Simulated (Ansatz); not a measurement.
**MoS2: density, localisation and related maps**

Input file:

```
crystal:
  lattice:
    - [-3.1342106946, 0.0, 0.0]
    - [-1.5671053473, -2.7143060823, 0.0]
    - [-3.5259870314, -2.0357295617, 18.2135570258]
  atoms:
    - { symbol: Mo, position: [0.5440564638, 0.5440564638, 0.1634802705] }
    - { symbol: Mo, position: [0.3869980246, -0.6130019754, 0.8173359672] }
    - { symbol: Mo, position: [-0.0344727558, -0.0344727558, 0.4904081189] }
    - { symbol: S, position: [-0.012324109, -0.012324109, 0.9053210343] }
    - { symbol: S, position: [-0.4337948895, 0.5662051105, 0.578393186] }
    - { symbol: S, position: [0.1447343301, 0.1447343301, 0.2514653376] }
    - { symbol: S, position: [0.3648493778, 0.3648493778, 0.4024230518] }
    - { symbol: S, position: [0.9433785974, -0.0566214026, 0.0754952035] }
    - { symbol: S, position: [-0.2136798417, -0.2136798417, 0.7293509001] }
basis:
  ecutwfc: 420
kpoints:
  mp_grid: { grid: [14, 14, 3] }
hamiltonian:
  xc: pbe
  dispersion: d3bj
scf:
  occupations: { method: gaussian, width: 0.15 }
output:
  forces: true
  stress: true
  eigenvalues: true
  write_density: true
  write_potential: true
  elf: true
  volumetric_format: npy
```

Run with:

```sh
ansatz run input.yaml --threads 4 --pin off --max-ram 8192MiB --backend cpu --events-out ev --progress --plain --runs-dir out
```

Below, planes, directions and counts refer to the conventional cell (a = 5.43 Å, b = 3.13 Å, c = 18.26 Å, α = 90.00°, β = 94.26°, γ = 90.00°).

Space group C2/m; computed without spin polarisation.

The calculation used Ansatz 0.2.0, DFT PBE+D3(BJ), scalar-relativistic, plane waves, PAW.

Core electrons are frozen (PAW), and the valence fields are smoothed inside the atomic spheres.

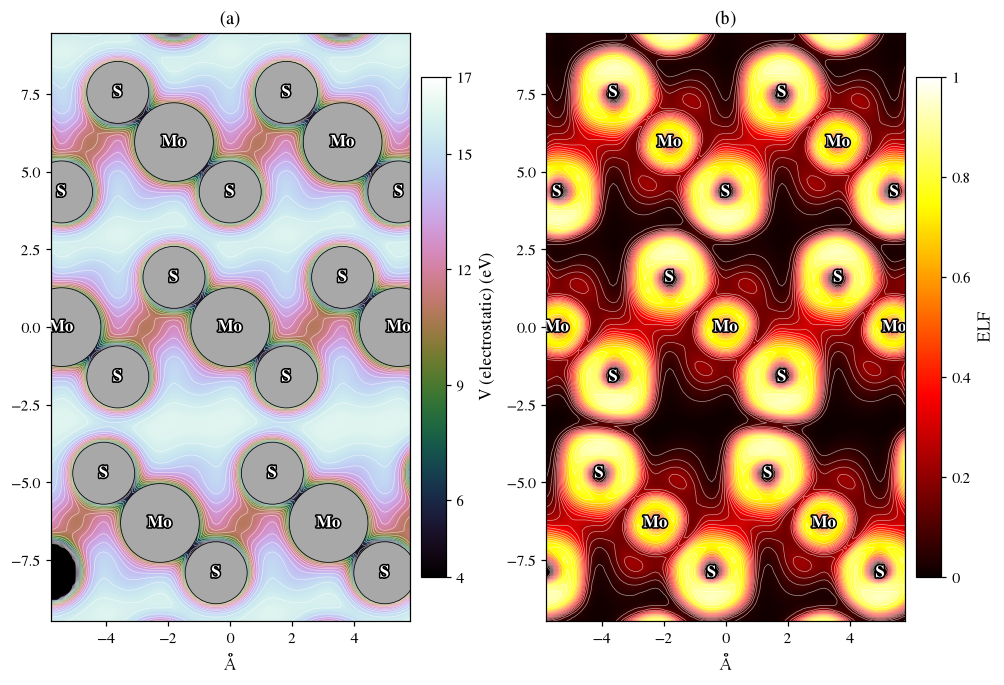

Figure 1. (a) electrostatic potential (local pseudopotential plus Hartree) felt by an electron; (b) electron localisation function on the (010) plane of the conventional cell. Grey discs cover the atomic cores in the potential map.

Q: What do the fields say about this system?

A: The section cuts through Mo and S sites.
Mo–S (2.42 Å): the ELF peaks at about 0.85 in the valence shell of S, 0.8 Å from its nucleus, and is about 0.40 at the midpoint.
The features right at Mo lie inside the PAW spheres, where the map follows smoothed inner orbitals and isn't to be read closely.
Outside the cores the potential energy rises away from the atoms and is highest about 2.2 Å from the nearest atoms; its zero is arbitrary.

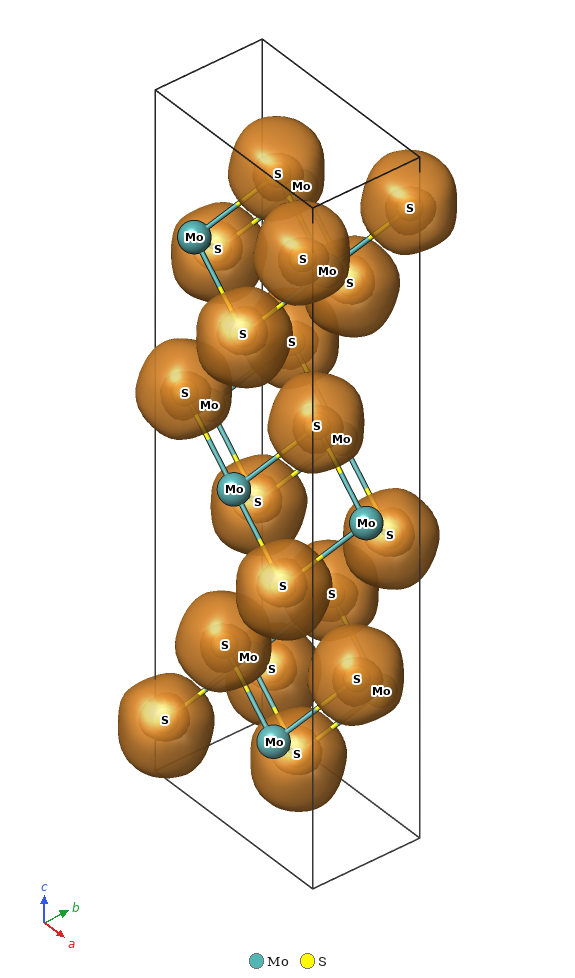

Figure 2. Isosurface of the ELF at 0.7 (orange), seen at an oblique angle. Only the valence region is drawn (cores and ρ < 0.01 e/Å³ removed). Sticks mark near contacts.

Q: Identify the bonds, lone pairs and shells in this picture.

A: The ELF exceeds this value in twelve regions wrapped around S (the valence shell of each), counted in one cell of 18 atoms. Any copies at cell faces, edges or corners count once.

Q: Metal or insulator at this level of theory?

A: It is metallic or semimetallic at this level of theory: no gap opens; semilocal functionals without U, or without the true magnetic order, often close the gap of such compounds.
